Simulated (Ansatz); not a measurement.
Run report: Zn7Se8 (charge −2), geometry relaxation (part 2 of 2)

The same run, continued: Zn7Se8 (defect cell, 15 atoms in the cell, total charge −2); DFT LDA, scalar-relativistic, plane waves, PAW, no spin polarisation (Ansatz 0.2.0); cutoff 420 eV, 2×2×2 k-mesh, Gaussian smearing of 0.02 eV. The structure derives from a Materials Project entry. It belongs to a series of runs on one base structure; here: Zn after trading places with the vacancy, charge -2, atoms relaxed.

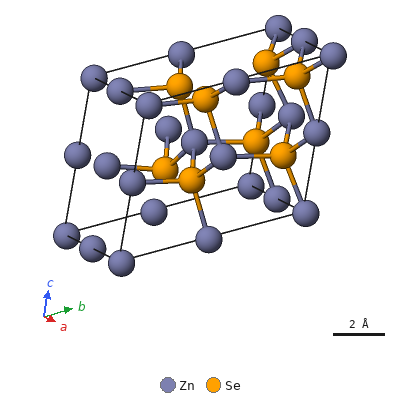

Fig. 1: The geometry at step 3 of the log (ball-and-stick view of the cell of the calculation, seen slightly off an axis).

**Output, continued**
```
  k-point 0: bands = ["-40.6134", "-40.6130", "-40.6130", "-40.6130", "-40.6079", "-40.6079", "-40.6077", "-40.6077", "-40.6077", "-40.6074", "-40.6074", "-40.6074", "-40.6021", "-40.6021", "-40.6021", "-40.6020", "-40.6020", "-40.6020", "-40.6020", "-40.6020", "-40.1403", "-40.1403", "-40.1403", "-40.1403", "-40.1403", "-40.1402", "-40.1402", "-40.1402", "-40.0900", "-40.0900", "-40.0900", "-40.0900", "-40.0900", "-40.0896", "-40.0896", "-40.0896", "-40.0720", "-40.0717", "-40.0717", "-40.0717", "-6.8965", "-6.0669", "-6.0669", "-6.0669", "-5.8540", "-5.5347", "-5.5347", "-5.5347", "-0.3939", "-0.3939", "-0.3939", "-0.3745", "-0.3745", "-0.2588", "-0.2588", "-0.2588", "-0.2215", "-0.2215", "-0.2215", "-0.2109", "-0.2109", "-0.2109", "-0.0520", "-0.0520", "-0.0303", "-0.0303", "-0.0303", "0.0309", "0.0309", "0.0309", "0.0721", "0.0721", "0.0721", "0.0833", "0.0833", "0.0993", "0.1444", "0.1444", "0.1444", "0.1902", "0.1902", "0.1902", "0.2473", "1.0606", "1.0606", "1.0606", "1.1693", "1.5343", "1.5343", "2.8696", "4.2574", "4.2574", "4.2574", "4.5289", "4.5289", "4.5289", "5.6868", "5.6868", "5.6868", "5.8109", "5.8109", "5.9755", "5.9755", "5.9755", "6.7668", "6.7668", "6.7668", "7.9417", "8.9102", "8.9102", "8.9102", "9.2981", "9.4417", "9.4417", "9.4417", "9.7185", "9.7185", "11.5940", "12.3583", "12.3583", "12.3583", "12.8050", "12.8050", "12.8298", "12.8298", "12.8298", "13.4607", "13.4607", "13.4607"]
  k-point 1: bands = ["-40.6133", "-40.6131", "-40.6130", "-40.6130", "-40.6078", "-40.6078", "-40.6077", "-40.6076", "-40.6076", "-40.6075", "-40.6075", "-40.6074", "-40.6021", "-40.6021", "-40.6021", "-40.6021", "-40.6021", "-40.6020", "-40.6020", "-40.6020", "-40.1403", "-40.1403", "-40.1403", "-40.1403", "-40.1403", "-40.1402", "-40.1402", "-40.1402", "-40.0900", "-40.0900", "-40.0900", "-40.0899", "-40.0899", "-40.0897", "-40.0897", "-40.0896", "-40.0720", "-40.0717", "-40.0717", "-40.0717", "-6.5942", "-6.3982", "-6.0273", "-6.0273", "-5.8173", "-5.6431", "-5.5992", "-5.5992", "-0.4227", "-0.3812", "-0.3812", "-0.3384", "-0.3384", "-0.2626", "-0.2626", "-0.2538", "-0.2236", "-0.2236", "-0.2124", "-0.1737", "-0.1737", "-0.1402", "-0.1195", "-0.1195", "-0.1030", "-0.0951", "-0.0521", "-0.0413", "-0.0413", "-0.0190", "-0.0190", "0.0455", "0.0455", "0.0664", "0.0664", "0.0746", "0.0841", "0.1468", "0.1468", "0.1719", "0.1809", "0.1809", "0.1923", "1.5921", "1.6294", "1.6294", "1.8046", "1.8046", "2.7329", "3.2651", "3.6930", "3.8723", "3.8723", "4.0598", "4.0598", "4.0964", "4.8605", "4.8828", "4.8828", "4.9340", "4.9725", "5.3508", "5.3508", "6.0754", "6.0754", "6.4779", "6.4779", "9.2531", "9.3975", "9.9910", "9.9910", "10.1913", "10.3058", "10.3058", "10.9784", "11.9339", "11.9339", "12.0627", "12.2554", "12.2554", "12.7495", "12.8715", "12.8715", "13.2225", "13.3540", "13.3540", "13.8309", "13.9854", "13.9854"]
  k-point 2: bands = ["-40.6132", "-40.6132", "-40.6130", "-40.6130", "-40.6078", "-40.6078", "-40.6077", "-40.6077", "-40.6077", "-40.6076", "-40.6075", "-40.6075", "-40.6021", "-40.6021", "-40.6021", "-40.6021", "-40.6020", "-40.6020", "-40.6020", "-40.6020", "-40.1403", "-40.1403", "-40.1403", "-40.1403", "-40.1402", "-40.1402", "-40.1402", "-40.1402", "-40.0900", "-40.0900", "-40.0900", "-40.0900", "-40.0900", "-40.0897", "-40.0897", "-40.0897", "-40.0719", "-40.0717", "-40.0717", "-40.0717", "-6.4209", "-6.4064", "-6.0863", "-6.0863", "-5.8639", "-5.8191", "-5.5363", "-5.5363", "-0.4409", "-0.3702", "-0.3702", "-0.3521", "-0.3152", "-0.2988", "-0.2414", "-0.2404", "-0.2187", "-0.2187", "-0.1976", "-0.1976", "-0.1389", "-0.1316", "-0.1188", "-0.1188", "-0.0957", "-0.0928", "-0.0928", "-0.0631", "-0.0330", "-0.0007", "0.0108", "0.0343", "0.0343", "0.0355", "0.0428", "0.0455", "0.0467", "0.0797", "0.0831", "0.1139", "0.1139", "0.2885", "0.2885", "1.6927", "1.6979", "2.1477", "2.1477", "2.2731", "2.8679", "3.4923", "3.5072", "3.6607", "3.6607", "3.7650", "3.7783", "4.0821", "4.0821", "4.2012", "4.7575", "5.2824", "5.2824", "5.3322", "5.3322", "5.5725", "5.8148", "6.1575", "6.1575", "10.2536", "10.3621", "10.4796", "10.5796", "10.6534", "10.6534", "11.0818", "11.2087", "11.7281", "11.7281", "12.1326", "12.5280", "12.8958", "12.8958", "13.0321", "13.2868", "13.2868", "13.3331", "13.3720", "13.7623", "13.7623", "13.8160"]
--- Relaxed structure (4 steps of the walk, 4 accepted, 0 SCFs on fresh bases) ---
  F+E_penalty+E_count = -65783.92712256 eV   max|allowed force component| = 6.332e-3 eV/Å
  atoms:
    - { symbol: Zn, position: [0.48679855944192074, 0.013201440558079286, -0.013201440558079286] }
    - { symbol: Zn, position: [1.0132014405580791, 0.48679855944192063, -0.013201440558079147] }
    - { symbol: Zn, position: [1.0132014405580791, 0.013201440558079147, -0.013201440558079147] }
    - { symbol: Zn, position: [0.4867985594419208, 0.48679855944192085, 0.5132014405580791] }
    - { symbol: Zn, position: [0.48679855944192074, 0.013201440558079258, 0.5132014405580793] }
    - { symbol: Zn, position: [1.013201440558079, 0.48679855944192085, 0.5132014405580793] }
    - { symbol: Zn, position: [0.9999999999999999, 1.1102230246251565e-16, 0.4999999999999999] }
    - { symbol: Se, position: [0.3825431932801643, 0.3825431932801643, 0.3523704201595069] }
    - { symbol: Se, position: [0.37795975708851215, 0.8740134143038293, 0.3740134143038293] }
    - { symbol: Se, position: [0.8740134143038293, 0.37795975708851215, 0.3740134143038293] }
    - { symbol: Se, position: [0.8740134143038293, 0.8740134143038293, 0.3740134143038293] }
    - { symbol: Se, position: [0.3825431932801643, 0.3825431932801643, 0.8825431932801643] }
    - { symbol: Se, position: [0.3825431932801643, 0.8523704201595071, 0.8825431932801643] }
    - { symbol: Se, position: [0.8523704201595071, 0.3825431932801643, 0.8825431932801643] }
    - { symbol: Se, position: [0.8740134143038293, 0.8740134143038292, 0.8779597570885124] }
```

**Trajectory as extended XYZ (Å, eV, eV/Å), 4 frames, from step=1 to step=4**
```
15
Lattice="0.0000 5.5675 -5.5675 5.5675 5.5675 0.0000 5.5675 0.0000 -5.5675" Properties=species:S:1:pos:R:3:forces:R:3 step=1 energy=-65783.32255
Zn    0.0000    2.7838   -2.7838    0.0000   0.0000   0.9604
Zn    2.7838    8.3513   -5.5675   -0.9604   0.0000   0.0000
Zn    0.0000    5.5675   -5.5675    0.0000   0.9604   0.0000
Zn    5.5675    5.5675   -5.5675    0.0000  -0.9604   0.0000
Zn    2.7838    2.7838   -5.5675    0.9604   0.0000   0.0000
Zn    5.5675    8.3513   -8.3513    0.0000   0.0000  -0.9604
Zn    2.7838    5.5675   -8.3513    0.0000   0.0000   0.0000
Se    4.1756    4.1756   -4.1756   -0.3504   0.3504   0.3504
Se    6.9594    6.9594   -4.1756   -0.0306   0.0306  -0.0306
Se    4.1756    6.9594   -6.9594    0.0306   0.0306   0.0306
Se    6.9594    9.7432   -6.9594   -0.0306  -0.0306   0.0306
Se    6.9594    4.1756   -6.9594    0.3504   0.3504  -0.3504
Se    9.7432    6.9594   -6.9594   -0.3504  -0.3504  -0.3504
Se    6.9594    6.9594   -9.7432    0.3504  -0.3504   0.3504
Se    9.7432    9.7432   -9.7432    0.0306  -0.0306  -0.0306
15
Lattice="0.0000 5.5675 -5.5675 5.5675 5.5675 0.0000 5.5675 0.0000 -5.5675" Properties=species:S:1:pos:R:3:forces:R:3 step=2 energy=-65783.84899
Zn    0.0000    2.7838   -2.6838    0.0000   0.0000   0.3978
Zn    2.6838    8.3513   -5.5675   -0.3978   0.0000   0.0000
Zn    0.0000    5.6675   -5.5675    0.0000   0.3978   0.0000
Zn    5.5675    5.4676   -5.5675    0.0000  -0.3978   0.0000
Zn    2.8837    2.7838   -5.5675    0.3978   0.0000   0.0000
Zn    5.5675    8.3513   -8.4512    0.0000   0.0000  -0.3978
Zn    2.7838    5.5675   -8.3513    0.0000   0.0000   0.0000
Se    4.0730    4.2783   -4.0730    0.1839  -0.1839  -0.1839
Se    6.9442    6.9747   -4.1909    0.0685  -0.0685   0.0685
Se    4.1909    6.9747   -6.9442   -0.0685  -0.0685  -0.0685
Se    6.9442    9.7279   -6.9442    0.0685   0.0685  -0.0685
Se    7.0621    4.2783   -7.0621   -0.1839  -0.1839   0.1839
Se    9.6405    6.8568   -7.0621    0.1839   0.1839   0.1839
Se    7.0621    6.8568   -9.6405   -0.1839   0.1839  -0.1839
Se    9.7584    9.7279   -9.7584   -0.0685   0.0685   0.0685
15
Lattice="0.0000 5.5675 -5.5675 5.5675 5.5675 0.0000 5.5675 0.0000 -5.5675" Properties=species:S:1:pos:R:3:forces:R:3 step=3 energy=-65783.92712
Zn    0.0000    2.7838   -2.6368    0.0000   0.0000  -0.0060
Zn    2.6368    8.3513   -5.5675    0.0060   0.0000   0.0000
Zn    0.0000    5.7145   -5.5675    0.0000  -0.0060   0.0000
Zn    5.5675    5.4205   -5.5675    0.0000   0.0060   0.0000
Zn    2.9308    2.7838   -5.5675   -0.0060   0.0000   0.0000
Zn    5.5675    8.3513   -8.4983    0.0000   0.0000   0.0060
Zn    2.7838    5.5675   -8.3513    0.0000   0.0000   0.0000
Se    4.0917    4.2596   -4.0917   -0.0011   0.0011   0.0011
Se    6.9484    6.9704   -4.1866   -0.0061   0.0061  -0.0061
Se    4.1866    6.9704   -6.9484    0.0061   0.0061   0.0061
Se    6.9484    9.7322   -6.9484   -0.0061  -0.0061   0.0061
Se    7.0434    4.2596   -7.0434    0.0011   0.0011  -0.0011
Se    9.6592    6.8754   -7.0434   -0.0011  -0.0011  -0.0011
Se    7.0434    6.8754   -9.6592    0.0011  -0.0011   0.0011
Se    9.7542    9.7322   -9.7542    0.0061  -0.0061  -0.0061
15
Lattice="0.0000 5.5675 -5.5675 5.5675 5.5675 0.0000 5.5675 0.0000 -5.5675" Properties=species:S:1:pos:R:3:forces:R:3 step=4 energy=-65783.92712
Zn    0.0000    2.7838   -2.6368    0.0000   0.0000  -0.0063
Zn    2.6368    8.3513   -5.5675    0.0063   0.0000   0.0000
Zn    0.0000    5.7145   -5.5675    0.0000  -0.0063   0.0000
Zn    5.5675    5.4205   -5.5675    0.0000   0.0063   0.0000
Zn    2.9308    2.7838   -5.5675   -0.0063   0.0000   0.0000
Zn    5.5675    8.3513   -8.4983    0.0000   0.0000   0.0063
Zn    2.7838    5.5675   -8.3513    0.0000   0.0000   0.0000
Se    4.0917    4.2596   -4.0917   -0.0012   0.0012   0.0012
Se    6.9484    6.9704   -4.1866   -0.0062   0.0062  -0.0062
Se    4.1866    6.9704   -6.9484    0.0062   0.0062   0.0062
Se    6.9484    9.7322   -6.9484   -0.0062  -0.0062   0.0062
Se    7.0434    4.2596   -7.0434    0.0012   0.0012  -0.0012
Se    9.6592    6.8754   -7.0434   -0.0012  -0.0012  -0.0012
Se    7.0434    6.8754   -9.6592    0.0012  -0.0012   0.0012
Se    9.7542    9.7322   -9.7542    0.0062  -0.0062  -0.0062
```

The run was set up as follows.

**The input**
```yaml
crystal:
  lattice:
    - [0.0, 5.5675272894, -5.5675272894]
    - [5.5675272894, 5.5675272894, 0.0]
    - [5.5675272894, 0.0, -5.5675272894]
  atoms:
    - { symbol: Zn, position: [0.5, 0.0, 0.0] }
    - { symbol: Zn, position: [1.0, 0.5, 0.0] }
    - { symbol: Zn, position: [1.0, 0.0, 0.0] }
    - { symbol: Zn, position: [0.5, 0.5, 0.5] }
    - { symbol: Zn, position: [0.5, 0.0, 0.5] }
    - { symbol: Zn, position: [1.0, 0.5, 0.5] }
    - { symbol: Zn, position: [1.0, 0.0, 0.5] }
    - { symbol: Se, position: [0.375, 0.375, 0.375] }
    - { symbol: Se, position: [0.375, 0.875, 0.375] }
    - { symbol: Se, position: [0.875, 0.375, 0.375] }
    - { symbol: Se, position: [0.875, 0.875, 0.375] }
    - { symbol: Se, position: [0.375, 0.375, 0.875] }
    - { symbol: Se, position: [0.375, 0.875, 0.875] }
    - { symbol: Se, position: [0.875, 0.375, 0.875] }
    - { symbol: Se, position: [0.875, 0.875, 0.875] }
total_charge: -2
basis:
  ecutwfc: 420
  xc_grid: 2
kpoints:
  mp_grid: { grid: [2, 2, 2], shift: [0.0, 0.0, 0.0] }
hamiltonian:
  xc: lda
scf:
  occupations: { method: gaussian, width: 0.02 }
output:
  forces: true
  stress: false
  eigenvalues: true
relax:
  adjacent_minimum: "off"
  f_tol: 0.02
  max_steps: 60
```

Launch command:
```bash
ansatz run input.yaml --threads 4 --pin off --max-ram 10240MiB --backend cpu --events-out ev --progress --plain --runs-dir out
```

**Summary**

- outcome: converged
- electrons treated: 214
- free energy: −65783.9271 eV
- Fermi energy: 7.354 eV
- gap on the k-point mesh: 1.17 eV
- final volume: 345.16 Å³
- largest force (length of the vector) at the end: 0.011 eV/Å
- hardware: 4 threads of Intel Xeon (Sapphire Rapids), 192 GiB of memory available, shared host
- wall time: 11 s (CPU time 41 s)
- peak memory: 0.93 GiB
